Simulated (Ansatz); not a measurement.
# GaN: single-point calculation (part 2 of 2)

The same run, continued: GaN (slab, 20 atoms in the cell); DFT PBE, scalar-relativistic, plane waves, PAW, no spin polarisation (Ansatz 0.2.0); cutoff 420 eV, 7×6×1 k-mesh, Gaussian smearing of 0.1 eV. The structure derives from an entry of the Crystallography Open Database. It belongs to a series of runs on one base structure; here: the substrate alone at its places in the stack.

Geometry of the input (Å; fractional positions):
```
5.2430  0.0000  0.0000
0.0000  5.5745  0.0000
0.0000  0.0000  28.9001
Ga 0.9884  0.8684  0.2707
Ga 0.4887  0.1321  0.2706
N  0.3367  0.8312  0.2626
N  0.8368  0.1694  0.2623
Ga 0.9629  0.3364  0.3166
Ga 0.4628  0.6642  0.3169
N  0.3390  0.3339  0.3184
N  0.8390  0.6665  0.3185
Ga 0.9644  0.8352  0.3752
Ga 0.4642  0.1648  0.3751
N  0.3410  0.8312  0.3742
N  0.8409  0.1688  0.3737
Ga 0.9630  0.3339  0.4296
Ga 0.4638  0.6646  0.4301
N  0.3379  0.3343  0.4305
N  0.8383  0.6659  0.4306
Ga 0.9651  0.8355  0.4863
Ga 0.4637  0.1600  0.4850
N  0.3318  0.8362  0.4833
N  0.8310  0.1608  0.4827
```

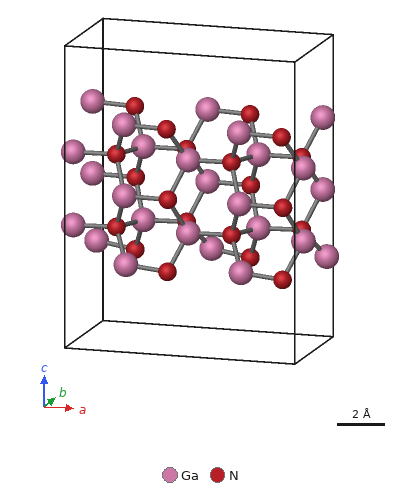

**Figure 1.** The structure (ball-and-stick view of the 2 × 1 repeat of the cell, with the vacuum cut short, seen slightly off an axis). An atom can appear more than once, as a periodic image.

The program's output, continued:
```
  k-point 0: bands = ["-16.9894", "-16.6342", "-16.4028", "-16.3377", "-16.3023", "-16.2216", "-16.2096", "-16.1322", "-15.9779", "-15.9303", "-15.1187", "-15.1019", "-15.0772", "-15.0747", "-15.0716", "-15.0051", "-14.9964", "-14.9844", "-14.9807", "-14.9645", "-14.9471", "-14.9428", "-14.9329", "-14.9119", "-14.9051", "-14.8688", "-14.8552", "-14.8366", "-14.8275", "-14.7982", "-14.7861", "-14.7769", "-14.7434", "-14.7385", "-14.7277", "-14.7084", "-14.7070", "-14.6943", "-14.6571", "-14.6469", "-14.6299", "-14.6004", "-14.5908", "-14.5616", "-14.5538", "-14.5204", "-14.5040", "-14.4983", "-14.4957", "-14.4779", "-14.4595", "-14.3369", "-13.4236", "-13.2486", "-13.1695", "-12.9018", "-12.8137", "-12.7826", "-12.6743", "-12.4063", "-8.0455", "-7.4440", "-7.3174", "-6.6840", "-6.4840", "-6.4304", "-6.3745", "-6.0347", "-5.8212", "-5.2357", "-4.9938", "-4.8414", "-4.6172", "-4.4164", "-4.1937", "-3.9635", "-3.7744", "-3.7183", "-3.4530", "-3.2198", "-3.1264", "-2.9667", "-2.4810", "-2.1884", "-2.1494", "-2.0788", "-1.6216", "-1.6069", "-1.3757", "-1.2721", "-0.2704", "0.9380", "1.1226", "2.1360", "2.8287", "3.4691", "3.6754", "4.0853", "4.1698", "4.2006", "4.3891", "4.4820", "4.8924", "5.0015", "5.0611", "5.4466", "5.6093", "5.8098", "5.9691", "6.1097"]
  k-point 1: bands = ["-16.9375", "-16.6144", "-16.4149", "-16.3533", "-16.3015", "-16.2434", "-16.1946", "-16.1302", "-15.9773", "-15.9289", "-15.1183", "-15.0998", "-15.0769", "-15.0739", "-15.0658", "-14.9995", "-14.9938", "-14.9838", "-14.9790", "-14.9650", "-14.9475", "-14.9430", "-14.9309", "-14.9113", "-14.9002", "-14.8705", "-14.8457", "-14.8294", "-14.8210", "-14.8007", "-14.7868", "-14.7785", "-14.7452", "-14.7300", "-14.7283", "-14.7156", "-14.6983", "-14.6844", "-14.6569", "-14.6417", "-14.6255", "-14.6028", "-14.5918", "-14.5613", "-14.5487", "-14.5215", "-14.5084", "-14.4999", "-14.4929", "-14.4794", "-14.4570", "-14.3080", "-13.5710", "-13.3890", "-13.1630", "-13.1241", "-12.7687", "-12.6670", "-12.5744", "-12.4315", "-7.9592", "-7.3217", "-7.2514", "-6.8741", "-6.7360", "-6.3212", "-6.2170", "-5.8465", "-5.5082", "-5.4249", "-5.1351", "-5.0484", "-4.6776", "-4.5512", "-4.0622", "-3.8403", "-3.7256", "-3.4507", "-3.3419", "-3.2212", "-3.1145", "-2.8931", "-2.6227", "-2.5152", "-2.0775", "-1.9494", "-1.9163", "-1.5911", "-1.4028", "-1.3273", "0.1337", "0.9940", "1.2597", "2.2020", "2.8473", "3.5723", "3.8251", "4.1337", "4.2141", "4.3297", "4.3869", "4.5246", "4.8672", "4.9390", "5.0472", "5.1501", "5.3032", "5.6510", "5.7224", "6.0707"]
  k-point 2: bands = ["-16.8026", "-16.5691", "-16.4773", "-16.3861", "-16.2989", "-16.2628", "-16.1842", "-16.1269", "-15.9758", "-15.9262", "-15.1179", "-15.0958", "-15.0760", "-15.0694", "-15.0583", "-14.9909", "-14.9869", "-14.9845", "-14.9735", "-14.9637", "-14.9502", "-14.9443", "-14.9280", "-14.9094", "-14.8902", "-14.8707", "-14.8413", "-14.8160", "-14.8052", "-14.7927", "-14.7866", "-14.7778", "-14.7521", "-14.7336", "-14.7185", "-14.7049", "-14.6693", "-14.6590", "-14.6414", "-14.6368", "-14.6252", "-14.6027", "-14.5914", "-14.5615", "-14.5396", "-14.5244", "-14.5117", "-14.4993", "-14.4958", "-14.4820", "-14.4508", "-14.1870", "-14.0518", "-13.5567", "-13.3235", "-12.9994", "-12.7100", "-12.6775", "-12.5482", "-12.4676", "-7.7129", "-7.2155", "-7.1298", "-7.0631", "-6.9714", "-6.0563", "-5.9518", "-5.7970", "-5.5540", "-5.4416", "-5.2199", "-4.9626", "-4.7141", "-4.4490", "-4.2699", "-4.0150", "-3.6133", "-3.5253", "-3.2533", "-3.1731", "-2.8387", "-2.8011", "-2.7220", "-2.4234", "-2.3512", "-1.9679", "-1.8458", "-1.6260", "-1.4947", "-1.4169", "0.5901", "1.0180", "1.6690", "2.2666", "2.9917", "3.7956", "3.9958", "4.1121", "4.2950", "4.3970", "4.5395", "4.6573", "4.7011", "4.7976", "4.8815", "5.0466", "5.1983", "5.4266", "5.6361", "5.7974"]
  k-point 21: bands = ["-16.6112", "-16.4860", "-16.4294", "-16.3648", "-16.2493", "-16.2231", "-16.1878", "-16.1675", "-15.9346", "-15.8867", "-15.1390", "-15.1329", "-15.0682", "-15.0656", "-15.0575", "-15.0534", "-14.9826", "-14.9786", "-14.9690", "-14.9615", "-14.9256", "-14.9143", "-14.9009", "-14.8855", "-14.8662", "-14.8610", "-14.8278", "-14.8214", "-14.7984", "-14.7965", "-14.7853", "-14.7746", "-14.7663", "-14.7494", "-14.7217", "-14.7138", "-14.6786", "-14.6722", "-14.6703", "-14.6605", "-14.6081", "-14.6032", "-14.5586", "-14.5481", "-14.5342", "-14.5277", "-14.5009", "-14.4962", "-14.4918", "-14.4833", "-14.4343", "-14.1583", "-13.9724", "-13.6565", "-13.2909", "-13.1269", "-13.0666", "-12.9522", "-12.8969", "-12.8234", "-7.5291", "-7.3263", "-7.2544", "-7.1432", "-6.9324", "-6.6892", "-6.0514", "-5.7656", "-5.5848", "-4.7735", "-4.6434", "-4.4241", "-4.2901", "-3.9925", "-3.6437", "-3.5754", "-3.2551", "-3.1882", "-3.1173", "-3.0374", "-2.9533", "-2.8800", "-2.6465", "-2.6018", "-2.4687", "-2.3936", "-1.9195", "-1.8394", "-1.5635", "-1.4323", "0.7293", "0.8721", "2.1098", "2.1597", "3.3287", "3.5381", "3.8160", "3.8596", "3.9613", "4.2173", "4.4651", "4.6797", "4.7310", "4.9348", "5.0501", "5.3422", "5.4449", "5.4672", "6.0175", "6.0406"]
```

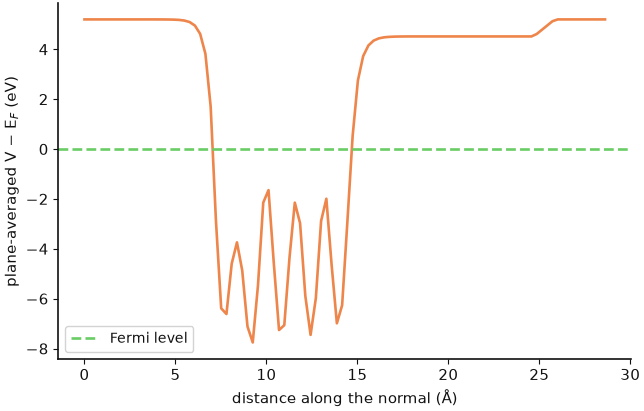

**Figure 2.** Plane average of the electrostatic potential energy of an electron across the cell, from the Fermi level. The vacuum level lies 4.52 eV above the Fermi level on the upper side and 5.20 eV on the lower.

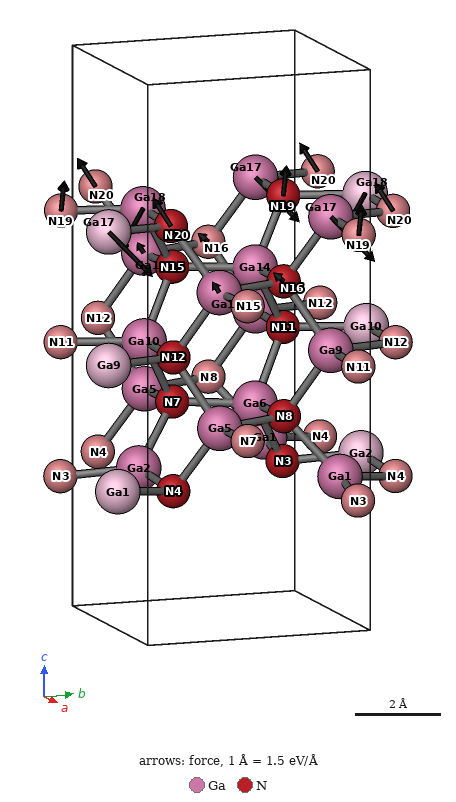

**Figure 3.** Forces on the atoms as black arrows (ball-and-stick view of the cell of the calculation, with the vacuum cut short, seen slightly off an axis; neighbours outside the cell are drawn fainter; atoms are numbered from 1 in the order of the input); the smallest are left out. The largest act on Ga17 (2.24 eV/Å); Ga18 (2.05 eV/Å); N20 (1.26 eV/Å); N19 (1.24 eV/Å). The geometry is not a stationary point of this energy.

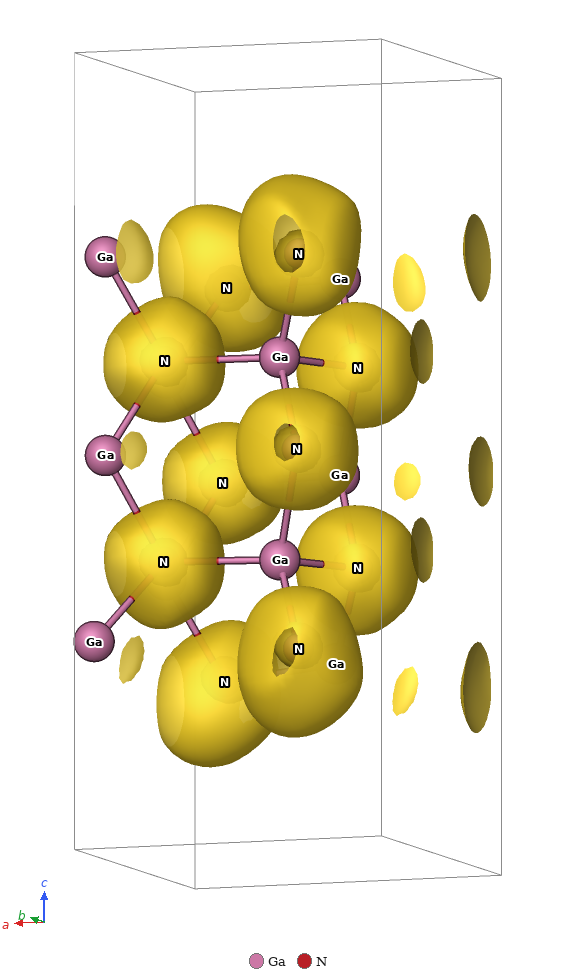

**Figure 4.** Isosurface of the ELF at 0.6 (yellow), seen at an oblique angle. Core shells and regions of very low density are left out. Sticks mark near contacts. Values along the shortest contacts: Ga–N (1.85 Å): the ELF is about 0.50 at the midpoint. Ga–N (1.92 Å): the ELF is about 0.50 at the midpoint. The fields are those of the smooth PAW valence density.

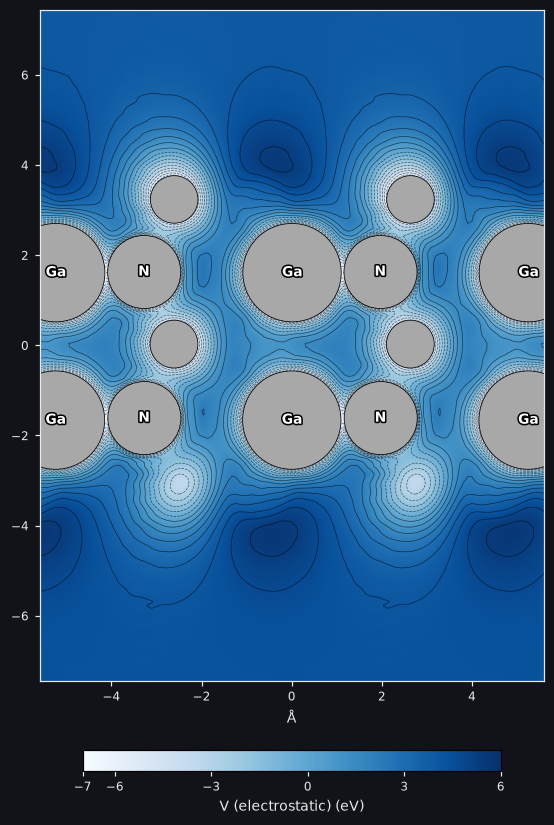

**Figure 5.** Electrostatic potential energy of an electron on the (010) plane of the calculation cell, a cut from vacuum to vacuum. Grey discs, where drawn, cover atomic cores. Atoms in the plane: Ga and N.
